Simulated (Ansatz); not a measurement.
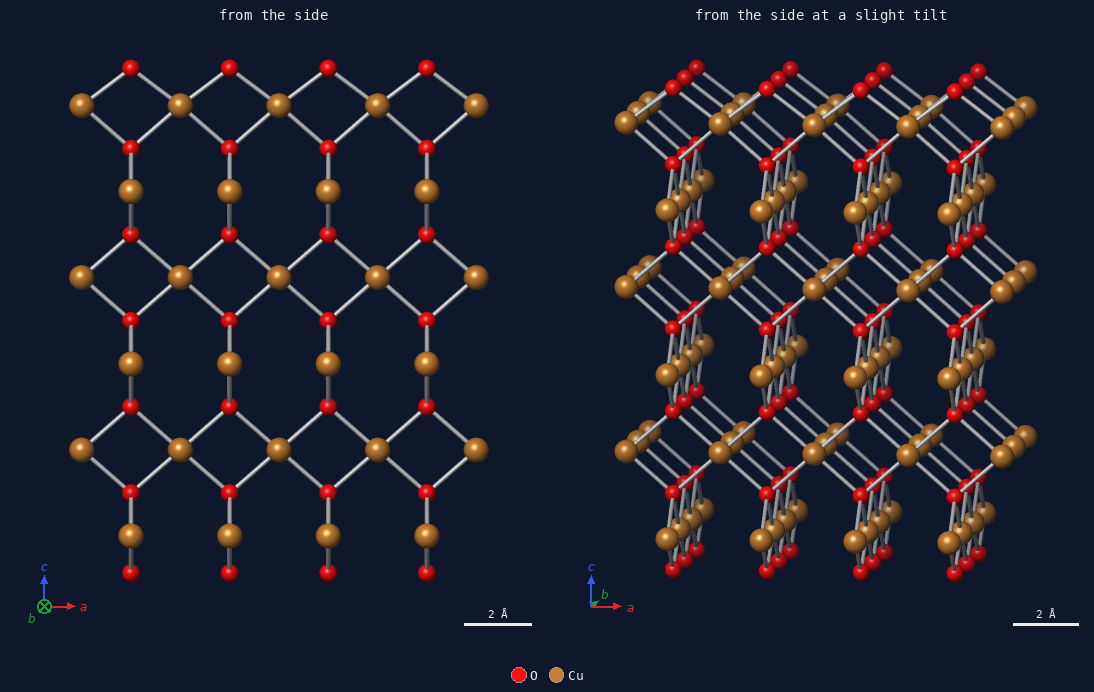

A ball-and-stick picture of a periodic slab, seen from the side and from the side at a slight tilt. The surface normal points up in side views; the vacuum is left out. 4×3 cells are drawn in the plane, with atoms at the edges repeated.

The cell holds 6 Cu, 7 O. The slab was cut from bulk CuO (Cccm).

> With which atoms do the two faces end?

The top face ends in O, the bottom face in O. The two faces are alike.

> Read the thickness off the scale bar.

About 15 Å from the lowest to the highest atom.

> Name the atomic layers in order from the top face down.

13 planes: O / Cu / O / Cu / O / Cu / O / Cu / O / Cu / O / Cu / O.

> Name the surface by its Miller indices.

(0 0 1).

It derives from a structure listed in the Materials Project, from which a slab was cut. The atoms were relaxed in a fixed cell with Ansatz 0.2.0, DFT PBE, scalar-relativistic, plane waves, PAW.
